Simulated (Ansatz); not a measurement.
# Single-point calculation, with input and output: FeCo3 (part 2 of 3)

Continued. System: FeCo3 (4 atoms in the cell). Method: DFT r2SCAN, scalar-relativistic, plane waves, PAW, spin-polarised (Ansatz 0.2.0); cutoff 500 eV, 16×16×6 k-mesh, Gaussian smearing of 0.1 eV, collinear spins. The structure derives from a Materials Project entry.

Geometry of the input (Å; fractional positions):
```
2.4660  0.0000  0.0000
0.0000  2.4660  0.0000
0.0000  0.0000  7.0635
Fe 0.0000  0.0000  0.0000
Co 0.5000  0.5000  0.7454
Co 0.0000  0.0000  0.5000
Co 0.5000  0.5000  0.2546
```

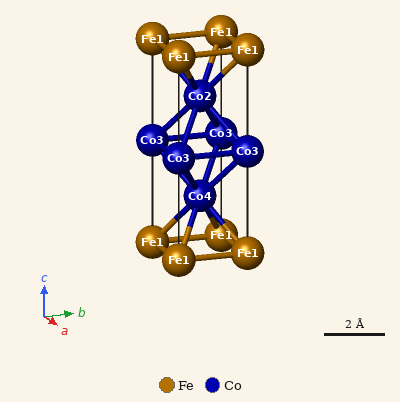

Figure 1. The structure (ball-and-stick view of the cell of the calculation, seen slightly off an axis; atoms are numbered from 1 in the order of the input). An atom can appear more than once, as a periodic image.

### What the program printed, continued
```
SCF iter   1: F=—  HF=-19878.599678 eV  |F-HF|=—  |Δ(HF+E_count)|=         —  Δρ=9.92e-2 (↑2.69e-2 ↓9.92e-2)  dr2=3.97e0  dr2_τ=3.16e-2  dr2_m=5.98e-1  M=8.657 μB ∫|m|=9.038 μB  β_m=1.00  ethr=3.10e-3  ⟨swp⟩=5.8  Hψ=55418  notcnv=0  defer=46
Mixer restart at iter 1: flushing history
preconditioner: auto → Kerker (q_TF=auto, 2.938 Å⁻¹)  [metal: Δε(μ)=0.001 eV  Ē_g=9.809 eV  σ=0.100 eV  W_gap=0.00  n_scr=18 (ndim 8)  ℏωp=33.5 eV  f_vac=0.000  D(μ)=3.42/eV (n_scr^D=48)]
spin=Collinear: Kerker preconditioning applied to the charge; magnetization (m = ρ↑ − ρ↓) channel mixes plain (no charge-response kernel on spin).
SCF iter   2: F=—  HF=-19877.960395 eV  |F-HF|=—  |Δ(HF+E_count)|=   6.39e-1  Δρ=2.78e-2 (↑9.64e-3 ↓2.78e-2)  dr2=3.60e-1  dr2_τ=3.01e-2  dr2_m=5.82e-2  M=8.494 μB ∫|m|=9.316 μB  β_m=1.00  ethr=3.10e-3  ⟨swp⟩=2.6  Hψ=28384  notcnv=0  defer=1451  κ⁻¹=1.0e0(r=1)
SCF iter   3: F=—  HF=-19879.013830 eV  |F-HF|=—  |Δ(HF+E_count)|=    1.05e0  Δρ=1.10e-2 (↑8.37e-3 ↓1.10e-2)  dr2=4.68e-2  dr2_τ=2.01e-3  dr2_m=2.02e-3  M=8.369 μB ∫|m|=9.389 μB  β_m=1.00  ethr=5.37e-4  ⟨swp⟩=2.2  Hψ=24201  notcnv=0  defer=1458  κ⁻¹=2.9e-2(r=2)
SCF iter   4: F=—  HF=-19879.386628 eV  |F-HF|=—  |Δ(HF+E_count)|=         —  Δρ=2.62e-2 (↑8.70e-3 ↓2.62e-2)  dr2=2.18e-1  dr2_τ=1.40e-3  dr2_m=6.61e-2  M=8.653 μB ∫|m|=9.645 μB  β_m=1.00  ethr=6.98e-5  ⟨swp⟩=2.2  Hψ=27273  notcnv=0  defer=1454
Mixer restart at iter 4: flushing history
SCF iter   5: F=—  HF=-19880.522664 eV  |F-HF|=—  |Δ(HF+E_count)|=    1.14e0  Δρ=5.36e-2 (↑2.39e-2 ↓5.36e-2)  dr2=1.32e0  dr2_τ=4.15e-3  dr2_m=1.20e-1  M=8.198 μB ∫|m|=9.255 μB  β_m=1.00  ethr=7.46e-5  ⟨swp⟩=2.0  Hψ=31999  notcnv=0  defer=1451
SCF iter   6: F=—  HF=-19880.442530 eV  |F-HF|=—  |Δ(HF+E_count)|=   8.01e-2  Δρ=1.82e-2 (↑1.31e-2 ↓1.82e-2)  dr2=2.73e-1  dr2_τ=1.34e-2  dr2_m=3.00e-3  M=8.170 μB ∫|m|=9.203 μB  β_m=1.00  ethr=7.46e-5  ⟨swp⟩=2.5  Hψ=35404  notcnv=0  defer=1450  κ⁻¹=1.0e0(r=1)
SCF iter   7: F=—  HF=-19880.507043 eV  |F-HF|=—  |Δ(HF+E_count)|=   6.45e-2  Δρ=6.38e-3 (↑5.44e-3 ↓6.38e-3)  dr2=4.98e-2  dr2_τ=2.89e-4  dr2_m=1.47e-4  M=8.146 μB ∫|m|=9.161 μB  β_m=1.00  ethr=7.46e-5  ⟨swp⟩=2.0  Hψ=32003  notcnv=0  defer=1450  κ⁻¹=5.4e-2(r=2)
SCF iter   8: F=—  HF=-19880.517851 eV  |F-HF|=—  |Δ(HF+E_count)|=   1.08e-2  Δρ=3.56e-3 (↑3.18e-3 ↓3.56e-3)  dr2=1.54e-2  dr2_τ=2.27e-4  dr2_m=7.23e-5  M=8.128 μB ∫|m|=9.131 μB  β_m=1.00  ethr=7.44e-5  ⟨swp⟩=1.9  Hψ=19648  notcnv=0  defer=1450  κ⁻¹=2.0e-3(r=3)
SCF iter   9: F=—  HF=-19880.511647 eV  |F-HF|=—  |Δ(HF+E_count)|=   6.20e-3  Δρ=2.49e-3 (↑1.93e-3 ↓2.49e-3)  dr2=2.09e-3  dr2_τ=1.09e-4  dr2_m=6.77e-5  M=8.106 μB ∫|m|=9.094 μB  β_m=1.00  ethr=2.30e-5  ⟨swp⟩=2.0  Hψ=27728  notcnv=0  defer=1453  κ⁻¹=8.5e-4(r=4)
SCF iter  10: F=—  HF=-19880.513981 eV  |F-HF|=—  |Δ(HF+E_count)|=   2.33e-3  Δρ=2.27e-3 (↑1.69e-3 ↓2.27e-3)  dr2=3.31e-3  dr2_τ=2.04e-5  dr2_m=7.02e-5  M=8.104 μB ∫|m|=9.088 μB  β_m=1.00  ethr=3.11e-6  ⟨swp⟩=2.0  Hψ=30665  notcnv=0  defer=1453  κ⁻¹=7.8e-5(r=5)
SCF iter  11: F=—  HF=-19880.515792 eV  |F-HF|=—  |Δ(HF+E_count)|=   1.81e-3  Δρ=1.69e-3 (↑1.20e-3 ↓1.69e-3)  dr2=1.86e-3  dr2_τ=1.53e-5  dr2_m=4.40e-5  M=8.109 μB ∫|m|=9.096 μB  β_m=1.00  ethr=3.11e-6  ⟨swp⟩=1.0  Hψ=16589  notcnv=0  defer=1453  κ⁻¹=1.5e-5(r=6)
SCF iter  12: F=—  HF=-19880.516336 eV  |F-HF|=—  |Δ(HF+E_count)|=   5.43e-4  Δρ=9.17e-4 (↑8.23e-4 ↓9.17e-4)  dr2=6.47e-4  dr2_τ=5.56e-6  dr2_m=3.05e-6  M=8.111 μB ∫|m|=9.099 μB  β_m=1.00  ethr=2.78e-6  ⟨swp⟩=1.0  Hψ=16608  notcnv=0  defer=1451  κ⁻¹=8.5e-6(r=7)
SCF iter  13: F=—  HF=-19880.516600 eV  |F-HF|=—  |Δ(HF+E_count)|=   2.64e-4  Δρ=6.78e-4 (↑4.61e-4 ↓6.78e-4)  dr2=3.90e-4  dr2_τ=1.24e-6  dr2_m=1.04e-5  M=8.111 μB ∫|m|=9.097 μB  β_m=1.00  ethr=9.65e-7  ⟨swp⟩=2.0  Hψ=28252  notcnv=0  defer=1451  κ⁻¹=2.6e-6(r=8)
SCF iter  14: F=—  HF=-19880.516669 eV  |F-HF|=—  |Δ(HF+E_count)|=   6.94e-5  Δρ=2.41e-4 (↑1.74e-4 ↓2.41e-4)  dr2=3.76e-5  dr2_τ=2.75e-7  dr2_m=1.02e-6  M=8.112 μB ∫|m|=9.099 μB  β_m=1.00  ethr=5.82e-7  ⟨swp⟩=1.6  Hψ=21540  notcnv=0  defer=1449  κ⁻¹=1.1e-5(r=8)
SCF iter  15: F=—  HF=-19880.516794 eV  |F-HF|=—  |Δ(HF+E_count)|=   1.24e-4  Δρ=1.32e-4 (↑5.74e-5 ↓1.32e-4)  dr2=1.77e-5  dr2_τ=5.96e-8  dr2_m=6.21e-7  M=8.115 μB ∫|m|=9.102 μB  β_m=1.00  ethr=5.61e-8  ⟨swp⟩=2.0  Hψ=28688  notcnv=0  defer=1449  κ⁻¹=1.7e-5(r=8)
SCF iter  16: F=—  HF=-19880.516795 eV  |F-HF|=—  |Δ(HF+E_count)|=   1.56e-6  Δρ=6.29e-5 (↑3.79e-5 ↓6.29e-5)  dr2=3.60e-6  dr2_τ=1.37e-8  dr2_m=1.10e-7  M=8.115 μB ∫|m|=9.103 μB  β_m=1.00  ethr=2.65e-8  ⟨swp⟩=2.1  Hψ=23877  notcnv=0  defer=1449  κ⁻¹=4.1e-6(r=8)
SCF iter  17: F=—  HF=-19890.688866 eV  |F-HF|=—  |Δ(HF+E_count)|=         —  Δρ=4.58e-1 (↑4.58e-1 ↓4.46e-1)  dr2=9.29e-2  dr2_τ=6.94e-1  dr2_m=8.04e1  M=-1.341 μB ∫|m|=6.842 μB  β_m=1.00  ethr=5.38e-9  ⟨swp⟩=2.0  Hψ=27457  notcnv=0  defer=1449
Mixer restart at iter 17: flushing history
SCF iter  18: F=—  HF=-19879.606793 eV  |F-HF|=—  |Δ(HF+E_count)|=    1.11e1  Δρ=7.09e-2 (↑2.71e-2 ↓7.09e-2)  dr2=6.50e-1  dr2_τ=9.11e-3  dr2_m=9.33e-1  M=-1.684 μB ∫|m|=7.528 μB  β_m=1.00  ethr=7.46e-5  ⟨swp⟩=3.9  Hψ=44578  notcnv=0  defer=1459
SCF iter  19: F=—  HF=-19879.533460 eV  |F-HF|=—  |Δ(HF+E_count)|=   7.33e-2  Δρ=1.99e-2 (↑1.16e-2 ↓1.99e-2)  dr2=7.24e-2  dr2_τ=4.20e-3  dr2_m=9.41e-2  M=-1.870 μB ∫|m|=7.825 μB  β_m=1.00  ethr=7.46e-5  ⟨swp⟩=2.6  Hψ=34484  notcnv=0  defer=1790  κ⁻¹=1.0e0(r=1)
SCF iter  20: F=—  HF=-19879.540939 eV  |F-HF|=—  |Δ(HF+E_count)|=   7.48e-3  Δρ=6.47e-3 (↑6.47e-3 ↓5.99e-3)  dr2=1.17e-2  dr2_τ=2.38e-4  dr2_m=1.27e-2  M=-2.049 μB ∫|m|=8.037 μB  β_m=1.00  ethr=7.46e-5  ⟨swp⟩=2.0  Hψ=24538  notcnv=0  defer=1790  κ⁻¹=1.3e-2(r=2)
SCF iter  21: F=—  HF=-19879.583820 eV  |F-HF|=—  |Δ(HF+E_count)|=   4.29e-2  Δρ=4.65e-3 (↑4.65e-3 ↓2.85e-3)  dr2=4.61e-3  dr2_τ=1.43e-4  dr2_m=2.79e-3  M=-2.184 μB ∫|m|=8.156 μB  β_m=1.00  ethr=1.74e-5  ⟨swp⟩=2.1  Hψ=30245  notcnv=0  defer=1787  κ⁻¹=2.4e-3(r=3)
SCF iter  22: F=—  HF=-19879.620204 eV  |F-HF|=—  |Δ(HF+E_count)|=   3.64e-2  Δρ=4.24e-3 (↑4.24e-3 ↓2.62e-3)  dr2=5.29e-3  dr2_τ=7.19e-5  dr2_m=2.04e-3  M=-2.278 μB ∫|m|=8.217 μB  β_m=1.00  ethr=6.88e-6  ⟨swp⟩=2.0  Hψ=30516  notcnv=0  defer=1788  κ⁻¹=3.0e-4(r=4)
SCF iter  23: F=—  HF=-19879.619261 eV  |F-HF|=—  |Δ(HF+E_count)|=   9.43e-4  Δρ=4.24e-3 (↑4.24e-3 ↓2.63e-3)  dr2=5.37e-3  dr2_τ=7.34e-5  dr2_m=2.00e-3  M=-2.275 μB ∫|m|=8.216 μB  β_m=1.00  ethr=6.88e-6  ⟨swp⟩=1.0  Hψ=17439  notcnv=0  defer=1771  κ⁻¹=4.0e-7(r=5)
SCF iter  24: F=—  HF=-19879.645245 eV  |F-HF|=—  |Δ(HF+E_count)|=   2.60e-2  Δρ=2.30e-3 (↑2.30e-3 ↓1.45e-3)  dr2=9.65e-4  dr2_τ=8.30e-5  dr2_m=2.28e-4  M=-2.343 μB ∫|m|=8.245 μB  β_m=1.00  ethr=6.88e-6  ⟨swp⟩=2.0  Hψ=30162  notcnv=0  defer=1771  κ⁻¹=2.9e-7(r=6)
SCF iter  25: F=—  HF=-19879.656110 eV  |F-HF|=—  |Δ(HF+E_count)|=   1.09e-2  Δρ=2.18e-3 (↑2.18e-3 ↓1.53e-3)  dr2=9.27e-4  dr2_τ=2.60e-5  dr2_m=2.37e-4  M=-2.365 μB ∫|m|=8.257 μB  β_m=1.00  ethr=1.44e-6  ⟨swp⟩=2.0  Hψ=29717  notcnv=0  defer=1770  κ⁻¹=2.2e-7(r=7)
SCF iter  26: F=—  HF=-19879.668281 eV  |F-HF|=—  |Δ(HF+E_count)|=         —  Δρ=1.99e-3 (↑1.99e-3 ↓1.22e-3)  dr2=7.28e-4  dr2_τ=1.68e-5  dr2_m=8.10e-5  M=-2.399 μB ∫|m|=8.284 μB  ethr=1.38e-6  ⟨swp⟩=2.0  Hψ=29166  notcnv=0  defer=1770
Mixer restart at iter 26: flushing history
SCF iter  27: F=—  HF=-19880.516793 eV  |F-HF|=—  |Δ(HF+E_count)|=         —  Δρ=4.42e-5 (↑3.08e-5 ↓4.42e-5)  dr2=7.51e-7  dr2_τ=1.38e-8  dr2_m=4.49e-8  M=8.115 μB ∫|m|=9.103 μB  β_m=1.00  ethr=5.38e-9  ⟨swp⟩=3.5  Hψ=45105  notcnv=0  defer=1196
SCF iter  28: F=—  HF=-19880.516795 eV  |F-HF|=—  |Δ(HF+E_count)|=   2.48e-6  Δρ=4.15e-5 (↑2.83e-5 ↓4.15e-5)  dr2=8.13e-7  dr2_τ=1.22e-8  dr2_m=3.16e-8  M=8.115 μB ∫|m|=9.103 μB  β_m=1.00  ethr=1.12e-9  ⟨swp⟩=2.0  Hψ=24969  notcnv=0  defer=1197  κ⁻¹=1.0e0(r=1)
SCF iter  29: F=—  HF=-19880.516795 eV  |F-HF|=—  |Δ(HF+E_count)|=   1.72e-7  Δρ=4.10e-5 (↑2.79e-5 ↓4.10e-5)  dr2=8.03e-7  dr2_τ=1.17e-8  dr2_m=3.00e-8  M=8.115 μB ∫|m|=9.103 μB  β_m=1.00  ethr=1.12e-9  ⟨swp⟩=1.0  Hψ=16560  notcnv=0  defer=1197  κ⁻¹=2.7e-3(r=2)
SCF iter  30: F=—  HF=-19880.516798 eV  |F-HF|=—  |Δ(HF+E_count)|=   2.70e-6  Δρ=2.58e-5 (↑1.78e-5 ↓2.58e-5)  dr2=3.70e-7  dr2_τ=9.21e-9  dr2_m=1.81e-8  M=8.115 μB ∫|m|=9.102 μB  β_m=1.00  ethr=1.12e-9  ⟨swp⟩=2.0  Hψ=28096  notcnv=0  defer=1199  κ⁻¹=8.7e-4(r=3)
SCF iter  31: F=—  HF=-19880.516799 eV  |F-HF|=—  |Δ(HF+E_count)|=   8.11e-7  Δρ=6.72e-6 (↑5.83e-6 ↓6.72e-6)  dr2=2.51e-8  dr2_τ=3.84e-10  dr2_m=2.17e-9  M=8.115 μB ∫|m|=9.102 μB  β_m=1.00  ethr=5.52e-10  ⟨swp⟩=2.0  Hψ=28639  notcnv=0  defer=1200  κ⁻¹=1.7e-4(r=4)
SCF iter  32: F=-19880.516799 eV  HF=-19880.516799 eV  |F-HF|=5.38e-9  |Δ(HF+E_count)|=   1.83e-8  Δρ=7.57e-6 (↑3.81e-6 ↓7.57e-6)  dr2=4.27e-8  dr2_τ=5.43e-10  dr2_m=2.64e-9  M=8.115 μB ∫|m|=9.102 μB  ethr=3.75e-11  ⟨swp⟩=10.6  Hψ=114934  notcnv=0
SCF 1 converged in 32 iterations: F = -19880.516799 eV  dr2 = 4.27e-8
  greatest PAW one-centre occupation: 1.005 electrons in one spin orbital (limit 2), on the Fe atom at site 0 (counted from 0), in its partial waves of l = 1
this state was not tested for a lower state beside it, because the mixer in use, unlike msr1, does not test its closes by its own steps (another_mixer; see scf.mixing.algorithm and scf.lower_state_search)
SCF converged after 32 iterations
Magnetization: 8.1148 μB (37.5574 up, 29.4426 down)
Absolute magnetization: 9.1067 μB (∫|ρ↑−ρ↓|, with the PAW one-centre terms)
Spin contamination: 0.2547 ħ² per cell (⟨S²⟩ above its minimum at these occupations)
Per-site moments (μB) at R_I (Å): [(2.8150628896715806, 1.0172291249999998), (1.9027675740843313, 1.014220151917746), (1.9318000406338844, 1.014220151917746), (1.9027675740843317, 1.014220151917746)]
Free energy (F): -19880.516799 eV
Harris-Foulkes:  -19880.516799 eV  (|F-HF|=5.38e-9)
Internal energy: -19880.502870 eV  (E = F + TS)
E sigma→0 (E₀):  -19880.509835 eV
Entropy (-TS):   -0.013929 eV (-3.482 meV/atom)
Fermi energy:    19.414715 eV
--- Per-component energies (eV) ---
  E_band       = -1007.794828
  E_kinetic    = 1714.328184
  E_local      = -10495.854697  (includes V_loc(G=0)·N_el)
  E_nonlocal   = 1592.454898
  E_hartree    = 4414.905284
  E_xc         = -587.200567
  E_vxc        = -859.510012  (∫ρ·V_xc dr)
  E_paw        = -5951.657692  (= ΣΔE_a)
  E_vpaw       = -1845.409719  (= ΣTr[D̂ρ^β])
  E_aug_tail   = 0.000370  (compensation charges beyond the density's cutoff)
  E_vtau       = 56.375966  (kinetic-family band-sum trace: ∫τ·v_τ [+ j·A + Jᵃ·Aᵃ] dr)
  E_ewald      = -10566.303556
  E_core_change = -1.175094  (= ΣΔE_core)
  E_smearing   = -0.013929  (= −TS)
  E_closure    = 0.000000  (closes the sum)
  Σ components = -19880.516799   (vs F -19880.516799, Δ=0.00e0)
--- Forces (eV/Å), atoms counted from 1 ---
  atom   1  Fe    -0.00000000    -0.00000000     0.00000000
  atom   2  Co     0.00000000     0.00000000    -0.43639043
  atom   3  Co    -0.00000000    -0.00000000     0.00000000
  atom   4  Co     0.00000000     0.00000000     0.43639043
  max |Σ_I F_I| component: 4.14e-30 eV/Å
--- Stress (GPa, compression-positive) ---
        6.193887       0.000000       0.000000
        0.000000       6.193887       0.000000
        0.000000       0.000000       7.502475
  P = ⅓ Tr σ = 6.6301 GPa (66.301 kbar)
--- Band table (eV; the first three rows and the last of 360) ---
  k-point 0 ↑: bands = ["-81.1720", "-81.0456", "-81.0395", "-73.0567", "-43.0681", "-42.8731", "-42.8731", "-42.8012", "-42.8012", "-42.7708", "-42.7708", "-42.7530", "-42.7082", "-37.8455", "-37.5499", "-37.5499", "9.6911", "12.4970", "12.5625", "13.1099", "13.9027", "14.8440", "14.8679", "15.8946", "15.9678", "15.9678", "16.2478", "16.2488", "16.7492", "16.7738", "16.9656", "16.9656", "16.9881", "16.9881", "17.0693", "17.2987", "17.7401", "18.2959", "18.2959", "21.5603", "28.7989", "34.7892", "34.7892", "39.2375", "39.2962", "39.2962"]
```
